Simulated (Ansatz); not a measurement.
## Single-point calculation of C6H

C6H (slab, 14 atoms in the cell), computed with DFT LDA, scalar-relativistic, plane waves, PAW, PAW set soft_1, no spin polarisation (Ansatz 0.2.0).

The structure derives from a Materials Project entry. Figures and captions count atoms from 1; the log counts them from 0 in places.

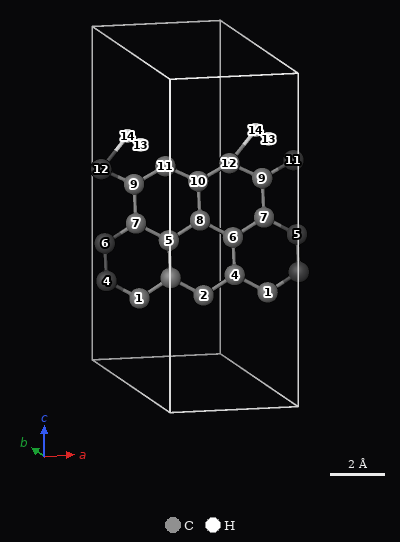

Fig. 1: The structure (ball-and-stick view of the cell of the calculation, with the vacuum cut short, seen slightly off an axis; neighbours outside the cell are drawn fainter; atoms are numbered from 1 in the order of the input).

Input file
```yaml
crystal:
  lattice:
    - [4.8889075235, 0.0, 0.0]
    - [-1.2222268809, 8.7842777898, 0.0]
    - [0.0, 0.0, 22.747299925]
  atoms:
    - { symbol: C, position: [0.0193593843, 0.077437537, 0.1758450459] }
    - { symbol: C, position: [0.5193593842, 0.077437537, 0.1758450459] }
    - { symbol: C, position: [0.2741992303, 0.0967969212, 0.2059521363] }
    - { symbol: C, position: [0.7741992303, 0.0967969212, 0.2059521363] }
    - { symbol: C, position: [0.2838789224, 0.1355156897, 0.2661663168] }
    - { symbol: C, position: [0.7838789224, 0.1355156897, 0.2661663168] }
    - { symbol: C, position: [0.0386178296, 0.1544718076, 0.2954947895] }
    - { symbol: C, position: [0.5386178296, 0.1544718076, 0.2954947895] }
    - { symbol: C, position: [0.0488209147, 0.1952857701, 0.3583563417] }
    - { symbol: C, position: [0.5488209147, 0.1952857701, 0.3583563417] }
    - { symbol: C, position: [0.303107991, 0.212432538, 0.3845423393] }
    - { symbol: C, position: [0.803107991, 0.212432538, 0.3845423393] }
    - { symbol: H, position: [0.0488209147, 0.1110024814, 0.4324601143] }
    - { symbol: H, position: [0.0488209147, 0.2795690587, 0.4324601143] }
basis:
  ecutwfc: 420
kpoints:
  mp_grid: { grid: [6, 3, 1] }
hamiltonian:
  xc: lda
  pseudopotentials: { kind: paw, azcp: { folder: soft_1 } }
scf:
  occupations: { method: gaussian, width: 0.1 }
output:
  forces: true
  eigenvalues: true
  write_density: true
  write_potential: true
  elf: true
  volumetric_format: npy
efield:
  axis: 3
  dipole_correction: true
  ramp_width: 0.04
```

Launch command:
```bash
ansatz run input.yaml --threads 1 --pin off --max-ram 3072MiB --backend cpu --events-out ev --progress --plain --runs-dir out
```

The program's output
```
Warning: [file] the record states the generating functional pbe (its physics header spells it `PBE`), which answers neither for hamiltonian.xc's functional nor for the lda family's — results may be inconsistent (PPs are generated against a specific XC)
Warning: [file] the record states the generating functional pbe (its physics header spells it `PBE`), which answers neither for hamiltonian.xc's functional nor for the lda family's — results may be inconsistent (PPs are generated against a specific XC)
Engine: ansatz 0.2.0, aarch64-unknown-linux-gnu
Pseudopotentials: kind: paw
Pseudopotential: C, paw, valence charge 4, recommended cutoff 420 eV (normal), [file]
Pseudopotential: H, paw, valence charge 1, recommended cutoff 420 eV (normal), [file]
Functional definition: SPW92
  exchange = slater_x
  correlation = pw_c
Crystal: 14 atoms, lattice volume = 976.895 Å³
Basis set: ecut = 420 eV, 19053 PW (Γ)
Bands: 39, of which v1, the nominal top of the filled ones, is band 25 counted from 1 (24 counted from 0)
Symmetry: 1 space group operations
Space group: P1 (ITA 1), of the structure as read, at distance tolerance 9.9e-5 Å
k-points: 10 of 18 (time reversal used)
Non-local potential: C, projectors of the file, l = 0: 2, l = 1: 2, l = 2: 1
Non-local potential: H, projectors of the file, l = 0: 2, l = 1: 1
PAW form: soft (Blöchl's): semilocal exchange-correlation on the pseudo side does not see the compensation charge
PAW frozen core: C, regenerated for the run's functional, and the local potential with it (the file was generated under x = pbe(κ = 0.804, μ = 0.2195149727645171), c = pbe(β = 0.06672455060314922))
PAW one-centre angular grid: C, 110 points (default); XC on 64 Gauss nodes
PAW one-centre angular grid: H, 110 points (default); XC on 64 Gauss nodes
Initial wavefunctions: pseudopotential atomic-orbital guess
Functional: x = slater, c = lda
SCF iter   1: F=—  HF=-2940.724486 eV  |F-HF|=—  |Δ(HF+E_count)|=         —  Δρ=4.66e-2  dr2=2.38e1  ethr=3.10e-3  p=0.000 e·Å  D=2.59e-7 V/Å  ΔV_dip=-0.00 eV  dr2_dipole=8.16e-1  V_vac-E_F(+/−)=8.84/8.84 eV  ⟨swp⟩=9.5  Hψ=2382  notcnv=0  defer=31
efield: sawtooth ramp at fractional position 0.7842 (placed from the atoms, in the widest stretch of the axis that holds none; the zero of the levels goes with the place), width 0.0400; the density the first Hamiltonian is built on has a dipole p = 0.000 e·Å; the dipole correction subtracts the counter field D = 2.59e-7 V/Å, which shifts the + side's vacuum level by -0.00 eV against the − side's; the planar-averaged density in the ramp window peaks in size at 8.8e-7 e/Å³
preconditioner: auto → LDOS  [metal: Δε(μ)=0.008 eV  Ē_g=13.337 eV  σ=0.100 eV  W_gap=0.05  n_scr=86 (ndim 8)  ℏωp=8.0 eV  f_vac=0.781  D(μ)=14.13/eV (n_scr^D=72)  β→1.0]
SCF iter   2: F=—  HF=-2934.913678 eV  |F-HF|=—  |Δ(HF+E_count)|=    5.81e0  Δρ=3.84e-2  dr2=6.39e1  ethr=3.10e-3  p=1.224 e·Å  D=2.27e-1 V/Å  ΔV_dip=-5.16 eV  dr2_dipole=1.75e1  V_vac-E_F(+/−)=2.62/7.78 eV  ⟨swp⟩=6.5  Hψ=1299  notcnv=0  defer=60  recentre
SCF iter   3: F=—  HF=-2932.313242 eV  |F-HF|=—  |Δ(HF+E_count)|=    2.60e0  Δρ=1.35e-2  dr2=3.87e0  ethr=3.10e-3  p=0.165 e·Å  D=3.06e-2 V/Å  ΔV_dip=-0.70 eV  dr2_dipole=5.75e-1  V_vac-E_F(+/−)=6.50/7.19 eV  ⟨swp⟩=3.7  Hψ=884  notcnv=0  defer=68
SCF iter   4: F=—  HF=-2931.701457 eV  |F-HF|=—  |Δ(HF+E_count)|=   6.12e-1  Δρ=4.88e-3  dr2=4.39e-1  ethr=3.10e-3  p=0.312 e·Å  D=5.78e-2 V/Å  ΔV_dip=-1.31 eV  dr2_dipole=1.82e-2  V_vac-E_F(+/−)=5.46/6.78 eV  ⟨swp⟩=3.0  Hψ=768  notcnv=0  defer=77
SCF iter   5: F=—  HF=-2931.648017 eV  |F-HF|=—  |Δ(HF+E_count)|=   5.34e-2  Δρ=1.68e-3  dr2=9.36e-2  ethr=8.78e-4  p=0.318 e·Å  D=5.89e-2 V/Å  ΔV_dip=-1.34 eV  dr2_dipole=6.11e-3  V_vac-E_F(+/−)=5.24/6.57 eV  ⟨swp⟩=2.1  Hψ=360  notcnv=0  defer=77
SCF iter   6: F=—  HF=-2931.643602 eV  |F-HF|=—  |Δ(HF+E_count)|=   4.41e-3  Δρ=2.33e-3  dr2=1.77e-1  ethr=1.87e-4  p=0.318 e·Å  D=5.88e-2 V/Å  ΔV_dip=-1.34 eV  dr2_dipole=3.20e-2  V_vac-E_F(+/−)=5.08/6.42 eV  ⟨swp⟩=2.4  Hψ=495  notcnv=0  defer=77
SCF iter   7: F=—  HF=-2931.638321 eV  |F-HF|=—  |Δ(HF+E_count)|=   5.28e-3  Δρ=1.27e-3  dr2=4.94e-2  ethr=1.87e-4  p=0.306 e·Å  D=5.66e-2 V/Å  ΔV_dip=-1.29 eV  dr2_dipole=1.00e-2  V_vac-E_F(+/−)=5.04/6.33 eV  ⟨swp⟩=1.3  Hψ=430  notcnv=0  defer=73
SCF iter   8: F=—  HF=-2931.636697 eV  |F-HF|=—  |Δ(HF+E_count)|=   1.62e-3  Δρ=4.39e-4  dr2=3.29e-3  ethr=9.88e-5  p=0.291 e·Å  D=5.39e-2 V/Å  ΔV_dip=-1.23 eV  dr2_dipole=5.83e-4  V_vac-E_F(+/−)=5.02/6.25 eV  ⟨swp⟩=1.0  Hψ=308  notcnv=0  defer=73
SCF iter   9: F=—  HF=-2931.636610 eV  |F-HF|=—  |Δ(HF+E_count)|=   8.63e-5  Δρ=2.57e-4  dr2=7.83e-4  ethr=6.58e-6  p=0.282 e·Å  D=5.23e-2 V/Å  ΔV_dip=-1.19 eV  dr2_dipole=1.58e-5  V_vac-E_F(+/−)=5.04/6.23 eV  ⟨swp⟩=2.0  Hψ=447  notcnv=0  defer=73
SCF iter  10: F=—  HF=-2931.636544 eV  |F-HF|=—  |Δ(HF+E_count)|=   6.66e-5  Δρ=1.05e-4  dr2=1.27e-4  ethr=1.57e-6  p=0.278 e·Å  D=5.14e-2 V/Å  ΔV_dip=-1.17 eV  dr2_dipole=1.93e-6  V_vac-E_F(+/−)=5.05/6.22 eV  ⟨swp⟩=2.4  Hψ=544  notcnv=0  defer=73
SCF iter  11: F=—  HF=-2931.636585 eV  |F-HF|=—  |Δ(HF+E_count)|=   4.14e-5  Δρ=7.27e-5  dr2=9.33e-5  ethr=2.55e-7  p=0.277 e·Å  D=5.14e-2 V/Å  ΔV_dip=-1.17 eV  dr2_dipole=8.33e-6  V_vac-E_F(+/−)=5.06/6.23 eV  ⟨swp⟩=2.8  Hψ=581  notcnv=0  defer=73
SCF iter  12: F=—  HF=-2931.636585 eV  |F-HF|=—  |Δ(HF+E_count)|=   1.76e-7  Δρ=2.19e-5  dr2=6.34e-6  ethr=1.87e-7  p=0.278 e·Å  D=5.14e-2 V/Å  ΔV_dip=-1.17 eV  dr2_dipole=5.66e-8  V_vac-E_F(+/−)=5.06/6.23 eV  ⟨swp⟩=1.0  Hψ=337  notcnv=0  defer=73
SCF iter  13: F=—  HF=-2931.636589 eV  |F-HF|=—  |Δ(HF+E_count)|=   3.52e-6  Δρ=7.21e-6  dr2=6.11e-7  ethr=1.27e-8  p=0.278 e·Å  D=5.15e-2 V/Å  ΔV_dip=-1.17 eV  dr2_dipole=3.87e-8  V_vac-E_F(+/−)=5.06/6.23 eV  ⟨swp⟩=2.7  Hψ=506  notcnv=0  defer=73
SCF iter  14: F=—  HF=-2931.636590 eV  |F-HF|=—  |Δ(HF+E_count)|=   1.06e-6  Δρ=4.49e-6  dr2=3.14e-7  ethr=1.22e-9  p=0.278 e·Å  D=5.16e-2 V/Å  ΔV_dip=-1.17 eV  dr2_dipole=1.50e-13  V_vac-E_F(+/−)=5.06/6.23 eV  ⟨swp⟩=2.9  Hψ=523  notcnv=0  defer=73
SCF iter  15: F=-2931.636590 eV  HF=-2931.636590 eV  |F-HF|=6.16e-8  |Δ(HF+E_count)|=   3.28e-7  Δρ=1.86e-6  dr2=5.36e-8  ethr=2.00e-10  p=0.279 e·Å  D=5.16e-2 V/Å  ΔV_dip=-1.17 eV  dr2_dipole=2.71e-9  V_vac-E_F(+/−)=5.06/6.23 eV  ⟨swp⟩=31.4  Hψ=4843  notcnv=0
SCF 1 converged in 15 iterations: F = -2931.636590 eV  dr2 = 5.36e-8
  greatest PAW one-centre occupation: 0.691 electrons in one spin orbital (limit 2), on the C atom at site 0 (counted from 0), in its partial waves of l = 0
```

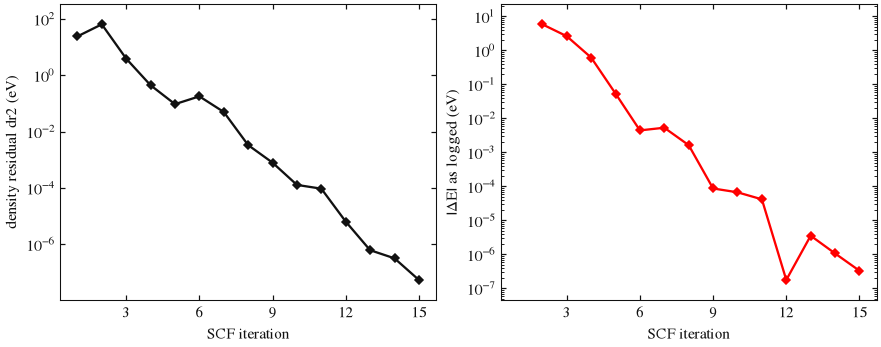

Fig. 2: Convergence of the self-consistent field: density residual dr2 and size of the energy change against the SCF iteration. The residual comes down, with one marked jump up, by a factor of about 2.5, at step 2.

```
WARN: The output density's exchange-correlation potential varies sharply where the density is thin. Do not read a vacuum level from v_tot or v_xc, or from such a field of the output density. On a cell that repeats whose density bears no net charge and no dipole along the vacuum's axis use v_es (v_loc + v_h of the components); under efield.dipole_correction with no amplitude use v_es + v_field, which holds any external_charges[].barrier, or the levels of the report's work_function block, which leave it out; under a non-zero efield.amplitude the vacuum is tilted and has no level; on a cell that repeats and bears such a dipole with no correction it is tilted too, and efield.dipole_correction with no amplitude gives each side of its ramp a level where efield: is served; in a cell that repeats whose density bears a net charge (total_charge, or a fill off its count) it is curved and has none; of a slab under crystal.periodic whose density bears no net charge use v_es, which has a level on each side, short of where the two are joined; of another it falls or rises all the way out and has none; of a slab beside external_charges read slab_vacuum_level instead, which it has where they leave it neutral. The grid or the basis barely resolves most such structure, and the values can differ between equally converged runs; as a rule a tighter scf.convergence.dr2_threshold does not remove it. Where the density itself ripples (under the LDA too) a higher basis.ecutwfc lessens it. The files hold the spikes' plane waves up to the density's cutoff. Files: v_tot_of_output_density and the like, and their columns of v_z.tsv (output.write_potential); v_xc_of_output_density and the like, and their columns of v_comp_z.tsv (output.write_potential_components). Measured: with its Gaussian average of σ = 0.25 Å subtracted twice, the exchange-correlation potential is over 0.1 eV at 1189 of the grid points where the equally averaged density (valence and model cores) is under 1e-3 e/Å³, and 0.347 eV at the most among them, at an averaged density of 2.2e-5 e/Å³. The input density's (outcome.potential() and, of a run that writes arrays, v_tot and v_xc) is over 0.1 eV, so measured, at 1214 points of its own thin density, 0.348 eV at the most. See output.write_potential in the manual, Limitations
SCF converged after 15 iterations
Free energy (F): -2931.636590 eV
Harris-Foulkes:  -2931.636590 eV  (|F-HF|=6.16e-8)
Internal energy: -2931.556248 eV  (E = F + TS)
E sigma→0 (E₀):  -2931.596419 eV
Entropy (-TS):   -0.080343 eV (-5.739 meV/atom)
Fermi energy:    -4.180057 eV
Dipole field:    D = 0.051639 V/Å  (p = 0.278781 e·Å, saw-weighted, corrected)
Work function:   Φ+ = 5.0569 eV   Φ− = 6.2316 eV
Levels:          The Fermi level and band energies are counted from a zero that moves with the ramp; work functions are not
--- Per-component energies (eV) ---
  E_band       = -611.221415
  E_kinetic    = 1068.874871
  E_local      = -16643.002043  (includes V_loc(G=0)·N_el)
  E_nonlocal   = 300.328701
  E_hartree    = 7732.464800
  E_xc         = -565.676223
  E_vxc        = -699.911230  (∫ρ·V_xc dr)
  E_paw        = -1110.908334  (= ΣΔE_a)
  E_vpaw       = -103.450409  (= ΣTr[D̂ρ^β])
  E_aug_tail   = -0.001044  (compensation charges beyond the density's cutoff)
  E_efield     = 0.007198  (sawtooth field / dipole correction)
  E_vefield    = 1.015021  (∫n·V_field dr)
  E_ewald      = 6285.601837
  E_core_change = 0.753990  (= ΣΔE_core)
  E_smearing   = -0.080343  (= −TS)
  E_closure    = -0.000000  (closes the sum)
  Σ components = -2931.636590   (vs F -2931.636590, Δ=0.00e0)
--- Forces (eV/Å), atoms counted from 1 ---
  atom   1  C      0.00364661     0.46082945     2.11360950
  atom   2  C      0.00937020     0.59389673     2.03194385
  atom   3  C      0.03496241    -0.83577062    -3.31331750
  atom   4  C     -0.05043604    -0.91226938    -3.37381896
  atom   5  C      0.06940789     0.18587572     0.96462408
  atom   6  C     -0.05399336     0.27239994     1.01335591
  atom   7  C      0.00260753     0.58389545     0.73391460
  atom   8  C     -0.00396562     0.27437886     0.68718205
  atom   9  C     -0.11001213    -1.20870440    -4.97342110
  atom  10  C      0.17480715    -0.37963236    -1.21713845
  atom  11  C     -1.58497922    -0.74610526     3.00566358
  atom  12  C      1.76359479     0.85200223     2.99005606
  atom  13  H      1.25189932     2.17101982    -0.42571215
  atom  14  H     -1.50692217    -1.31198865    -0.23644266
  max |Σ_I F_I| component: 4.99e-4 eV/Å
--- Band table (eV; the first three rows and the last of 10) ---
  k-point 0: bands = ["-22.9098", "-21.3611", "-18.9800", "-18.6714", "-18.6250", "-17.1376", "-17.0847", "-15.2388", "-15.0055", "-14.6709", "-11.7157", "-11.4538", "-11.2288", "-10.7551", "-10.2860", "-9.7655", "-9.1156", "-7.6144", "-7.5062", "-7.0471", "-6.4667", "-6.4249", "-5.5323", "-4.4346", "-4.1964", "-4.1146", "-3.5361", "-3.1789", "-1.6647", "-1.3941", "-0.8998", "-0.2579", "0.2352", "0.6686", "1.2035", "1.7044", "2.0082", "2.0832", "2.5403"]
  k-point 1: bands = ["-22.9099", "-21.3611", "-18.9800", "-18.6714", "-18.6250", "-17.1376", "-17.0847", "-15.2388", "-15.0054", "-14.6710", "-11.7156", "-11.4537", "-11.2289", "-10.7551", "-10.2860", "-9.7656", "-9.1157", "-7.6144", "-7.5062", "-7.0469", "-6.4667", "-6.4249", "-5.5322", "-4.4345", "-4.1961", "-4.1145", "-3.5372", "-3.1806", "-1.6682", "-1.3940", "-0.9006", "-0.1080", "0.3533", "0.8857", "1.1471", "1.4488", "1.6238", "1.9988", "2.1650"]
  k-point 2: bands = ["-22.7879", "-21.2462", "-19.9153", "-18.8467", "-18.4608", "-17.0452", "-16.2651", "-15.7347", "-14.6645", "-13.7674", "-12.2668", "-11.1971", "-11.0257", "-10.7721", "-10.5850", "-9.6529", "-9.5899", "-7.9936", "-7.7250", "-7.3875", "-7.0128", "-6.3828", "-5.4666", "-4.3737", "-4.2074", "-4.1053", "-3.4798", "-2.9462", "-1.5950", "-0.9434", "-0.1942", "-0.0706", "0.2816", "0.8331", "1.3744", "1.8740", "2.1605", "2.2048", "2.6328"]
  k-point 9: bands = ["-21.8581", "-21.7791", "-20.4300", "-20.1676", "-18.0462", "-17.8081", "-14.3335", "-14.1734", "-13.6308", "-13.1853", "-12.4441", "-12.3708", "-11.0948", "-10.7520", "-10.4484", "-10.1535", "-10.0201", "-9.7719", "-8.6783", "-8.1424", "-7.0868", "-6.2641", "-5.9979", "-5.0732", "-4.2243", "-4.2059", "-2.7527", "-1.3461", "-1.2456", "-0.6197", "1.1969", "1.3077", "1.5448", "1.8868", "2.2092", "2.2705", "2.5661", "2.7818", "2.8546"]
```

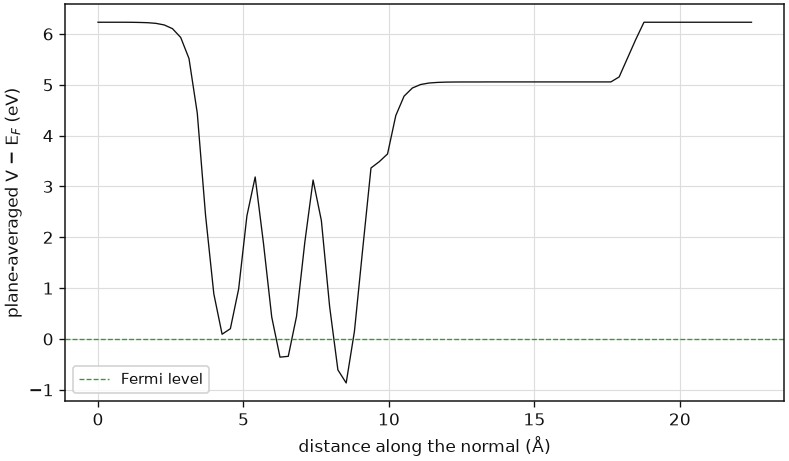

Fig. 3: Plane average of the electrostatic potential energy of an electron across the cell, from the Fermi level. The vacuum level lies 5.06 eV above the Fermi level on the upper side and 6.23 eV on the lower.

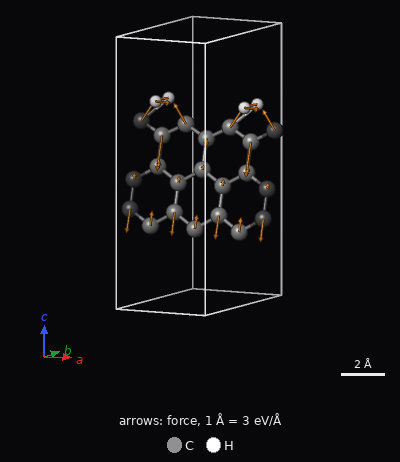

Fig. 4: Forces on the atoms as orange arrows (ball-and-stick view of the cell of the calculation, with the vacuum cut short, seen slightly off an axis; neighbours outside the cell are drawn fainter). The largest act on C9 (5.12 eV/Å); C12 (3.57 eV/Å); C4 (3.50 eV/Å); C11 (3.48 eV/Å), among others. Atoms are counted from 1 in the order of the input and aren't labelled in the picture. The geometry is not a stationary point of this energy.

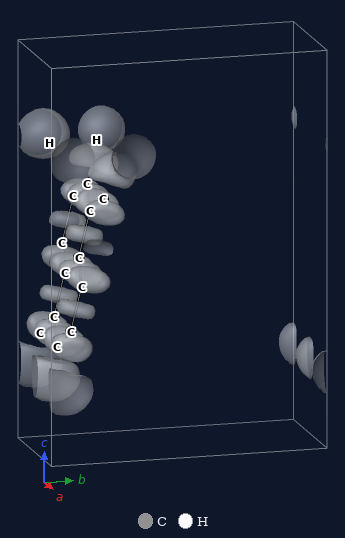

Fig. 5: Isosurface of the ELF at 0.8 (grey), seen slightly off an axis. Core shells and regions of very low density are left out. Sticks mark near contacts. Counts are for one cell; the picture repeats the cell along the surface.  Values along the shortest contacts: C–C (1.37 Å): the ELF peaks at about 0.95 between the atoms, which marks a shared electron pair. In a PAW calculation such maps are meaningful between the atoms, not at the nuclei.

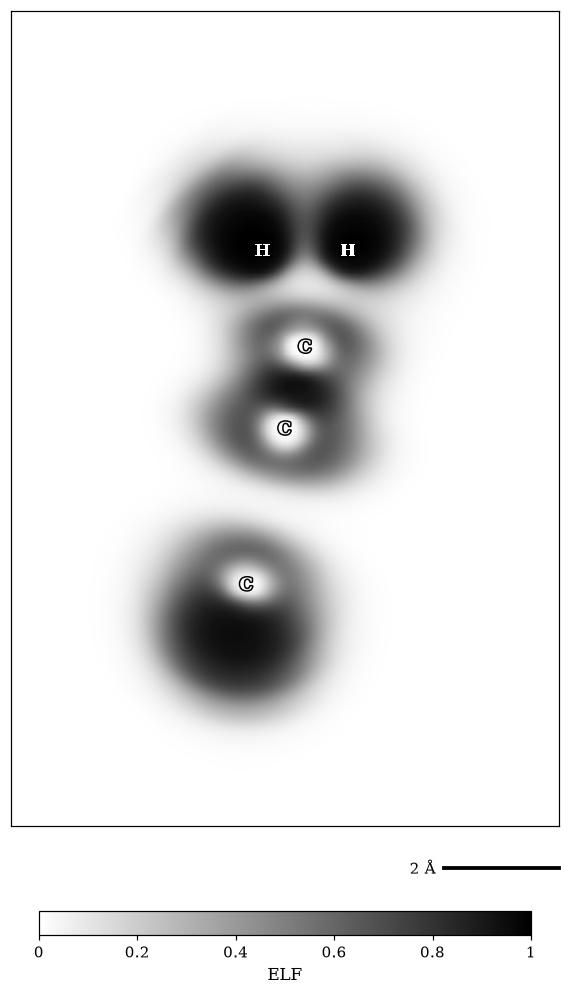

Fig. 6: Electron localisation function on the (100) plane of the calculation cell, a cut from vacuum to vacuum. C–C (1.47 Å): the ELF peaks at about 0.95 between the atoms, which marks a shared electron pair.

Results in brief

| quantity | value |
| --- | --- |
| outcome | converged |
| electrons treated | 50 |
| free energy | −2931.6366 eV |
| work function, top face | 5.06 eV |
| work function, bottom face | 6.23 eV |
| Fermi energy | −4.180 eV |
| gap on the k-point mesh | none (metallic) |
| work function (upper face) | 5.06 eV |
| largest force (length of the vector) | 5.119 eV/Å |
| hardware | 1 thread of Arm Neoverse N1, 98 GiB of memory available, shared host |
| wall time | 1.9 min |
| peak memory | 0.76 GiB |

Warnings of the run: the PAW datasets were made with another functional; the exchange-correlation potential is rough where the density is thin.
